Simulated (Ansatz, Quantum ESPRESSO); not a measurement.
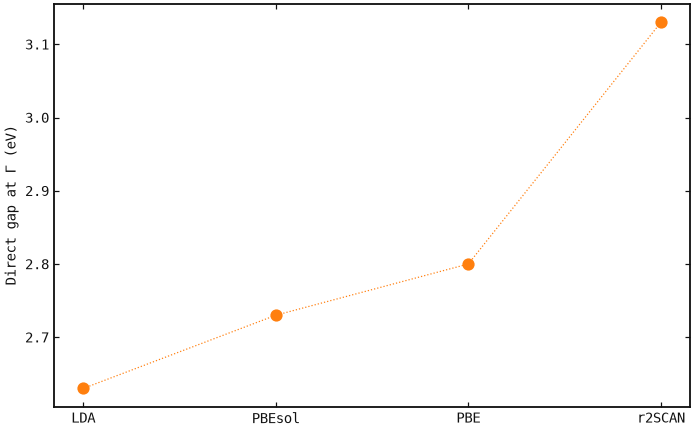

Direct gap at Γ, by several methods on one cell of Cl, space group Cmce (No. 64), 4 atoms in the primitive cell; a = 3.79 Å, b = 3.79 Å, c = 8.04 Å, α = 90.00°, β = 90.00°, γ = 71.16°. All runs are without spin-orbit coupling and carry no moments. The smallest gap is indirect or lies off these points.

**How do the methods rank at Γ?**

From low to high: LDA 2.63, PBEsol 2.73, PBE 2.80, r2SCAN 3.13 eV.

| method | program | Γ (eV) |
| --- | --- | --- |
| LDA | Ansatz LAPW | 2.63 |
| PBEsol | Ansatz LAPW | 2.73 |
| PBE | Ansatz LAPW | 2.80 |
| r2SCAN | Quantum ESPRESSO | 3.13 |

Settings. LDA: all-electron LAPW, 7×7×4 k mesh, Fermi-Dirac smearing of 0.05 eV (Ansatz). PBEsol: all-electron LAPW, 7×7×4 k mesh, Fermi-Dirac smearing of 0.05 eV (Ansatz 0.2.0). PBE: all-electron LAPW, 7×7×4 k mesh, Fermi-Dirac smearing of 0.05 eV (Ansatz 0.2.0). r2SCAN: SG15 PBE 1.2, 6×6×3 k mesh, 789 eV cutoff, Fermi-Dirac smearing of 0.05 eV (Quantum ESPRESSO 7.5).

The runs come from different programs and meshes, which adds differences of its own. LDA, GGA and most meta-GGA functionals understate gaps. r2SCAN: the potentials were made for another functional. r2SCAN: this potential file gives levels or pressures that part from those of other sets. Over all k points computed the smallest gap is 2.56 eV in LDA, 2.66 eV in PBEsol, 2.73 eV in PBE and 3.07 eV in r2SCAN, and a mesh with an odd division can miss a smaller one.
